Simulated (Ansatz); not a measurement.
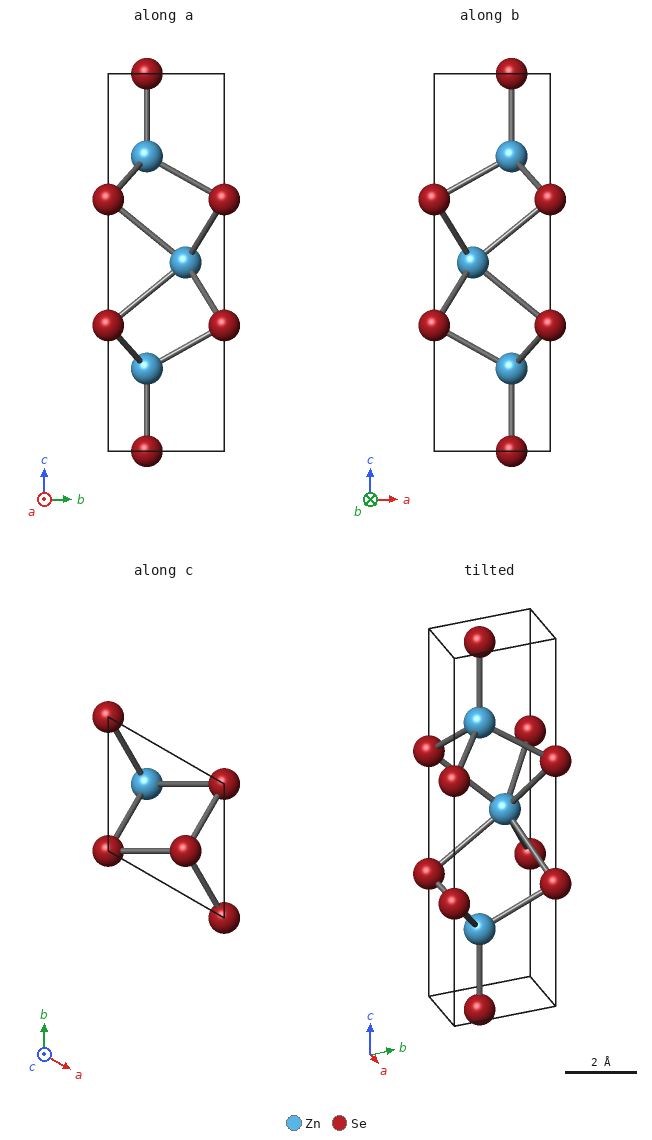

A ball-and-stick picture of a crystal structure, seen along the a axis, along the b axis, along the c axis and slightly off an axis. The parallelepiped is the conventional unit cell.

Lattice parameters: a = 3.825 Å, b = 3.825 Å, c = 10.779 Å, α = 90.00°, β = 90.00°, γ = 120.00°. Put a along x and b in the xy plane.

**Write down what is shown as a POSCAR file, with free fractional coordinates to two decimals.**

```
Zn Se
1.0
     3.825    0.000    0.000
    -1.912    3.312    0.000
     0.000    0.000   10.779
Zn Se
3 3
Direct
  0.6667 0.3333 0.22
  0.6667 0.3333 0.78
  0.3333 0.6667 0.50
  0.00 0.00 0.33
  0.00 0.00 0.67
  0.6667 0.3333 0.00
```

The structure was taken from a random cell made by a generator, so it need not be a real form of the compound. The structure drawn was relaxed with DFT PBE, scalar-relativistic, plane waves, PAW in Ansatz.
